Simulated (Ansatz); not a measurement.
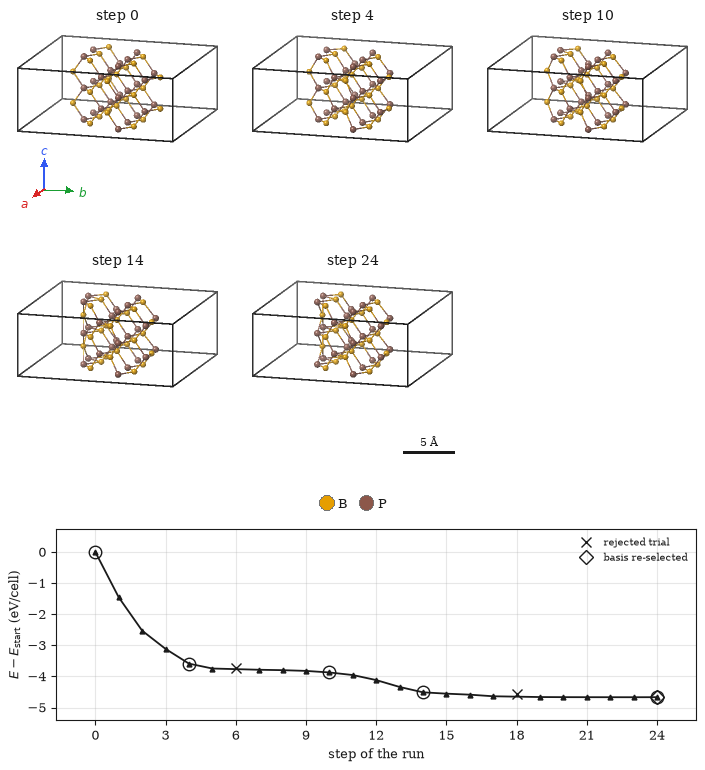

Frames of a relaxation of a wire of composition BP, marked on the history of the run. The picture is a ball-and-stick view of the 2 repeat of the cell, with the vacuum cut short (origin shifted), seen slightly off an axis.

Case: wire along [1 1 0], 20 atoms a period.

All numbers below come from DFT PBEsol, scalar-relativistic, plane waves, PAW (Ansatz 0.2.0).

Input file:
```yaml
crystal:
  lattice:
    - [17.0, 0.0, 0.0]
    - [0.0, 18.3, 0.0]
    - [0.0, 0.0, 3.196244792]
  atoms:
    - { symbol: B, position: [0.5470035999, 0.7470039745, 0.0], spin: 0.3 }
    - { symbol: B, position: [0.5470035999, 0.5, 0.0], spin: 0.3 }
    - { symbol: B, position: [0.5470035999, 0.2529960255, 0.0], spin: 0.3 }
    - { symbol: P, position: [0.5470035999, 0.5617509936, 0.5], spin: 0.3 }
    - { symbol: P, position: [0.5470035999, 0.3147470191, 0.5], spin: 0.3 }
    - { symbol: B, position: [0.4529964001, 0.6235019873, 0.5], spin: 0.3 }
    - { symbol: B, position: [0.4529964001, 0.3764980127, 0.5], spin: 0.3 }
    - { symbol: P, position: [0.2649820006, 0.4382490064, 0.0], spin: 0.3 }
    - { symbol: P, position: [0.6410107996, 0.6852529809, 0.0], spin: 0.3 }
    - { symbol: P, position: [0.6410107996, 0.4382490064, 0.0], spin: 0.3 }
    - { symbol: B, position: [0.2649820006, 0.3764980127, 0.5], spin: 0.3 }
    - { symbol: B, position: [0.6410107996, 0.6235019873, 0.5], spin: 0.3 }
    - { symbol: B, position: [0.6410107996, 0.3764980127, 0.5], spin: 0.3 }
    - { symbol: P, position: [0.4529964001, 0.6852529809, 0.0], spin: 0.3 }
    - { symbol: P, position: [0.4529964001, 0.4382490064, 0.0], spin: 0.3 }
    - { symbol: B, position: [0.3589892004, 0.5, 0.0], spin: 0.3 }
    - { symbol: B, position: [0.7350179994, 0.5, 0.0], spin: 0.3 }
    - { symbol: P, position: [0.3589892004, 0.5617509936, 0.5], spin: 0.3 }
    - { symbol: P, position: [0.3589892004, 0.3147470191, 0.5], spin: 0.3 }
    - { symbol: P, position: [0.7350179994, 0.5617509936, 0.5], spin: 0.3 }
basis:
  ecutwfc: 420
kpoints:
  mp_grid: { grid: [1, 1, 10] }
hamiltonian:
  xc: pbesol
scf:
  occupations: { method: gaussian, width: 0.05 }
  lower_state_search: "off"
output:
  forces: true
  stress: true
  eigenvalues: true
  populations: true
  write_density: true
  write_potential: true
  elf: true
  volumetric_format: npy
magnetization:
  spin_polarized: true
relax:
  adjacent_minimum: "off"
  f_tol: 0.02
  max_steps: 45
  cell: { fix: [a, b, alpha, beta, gamma], stress_tol: 0.03 }
```

Run as
```bash
ansatz run input.yaml --threads 4 --pin off --max-ram 11264MiB --backend cpu --events-out ev --progress --plain --runs-dir out
```

What happens along the run?

Answer. Over 21 accepted moves (24 points after the start) the energy falls by 4.668 eV per cell of the calculation. The largest force component goes from 2.7 to 0.018 eV/Å. The line search rejected the trial steps at points 6, 18 of the run. The SCF was repeated once at an unchanged geometry on a basis and grid sized afresh for the cell, which shifted the energy by 1.5 meV per cell of the calculation at most. The atom that moves furthest relative to the centre of the atoms is B3 (1.66 Å). By element the largest moves are B 1.66 Å, P 0.60 Å. Along the periodic axis the drawn cell goes c 6.392 → 6.332 Å (−1.0 %). Among the contacts that change: B3–P19 3.748 → 2.229 Å, B3–P15 3.748 → 2.440 Å, B3–B7 3.196 → 2.066 Å, B7–B11 3.196 → 2.287 Å. New bonds form, among them: B3–P19 (3.75 → 2.23 Å). Bond angles that change, for instance: P9–B1–P14 109.5° → 172.4°, B3–P5–B7 109.5° → 58.4°, B7–P19–B11 109.5° → 72.0°. The program noted that the starting moments weren't kept. The run may lie on a higher electronic state than the lowest, so the end point isn't shown to be the ground-state structure. From step 0 to 4: B1 moves most (0.66 Å), energy −3.589 eV per cell of the calculation. From step 4 to 10: B3 moves most (0.53 Å), energy −0.284 eV per cell of the calculation. From step 10 to 14: B3 moves most (0.76 Å), energy −0.638 eV per cell of the calculation. From step 14 to 24: B3 moves most (0.42 Å), energy −0.156 eV per cell of the calculation.
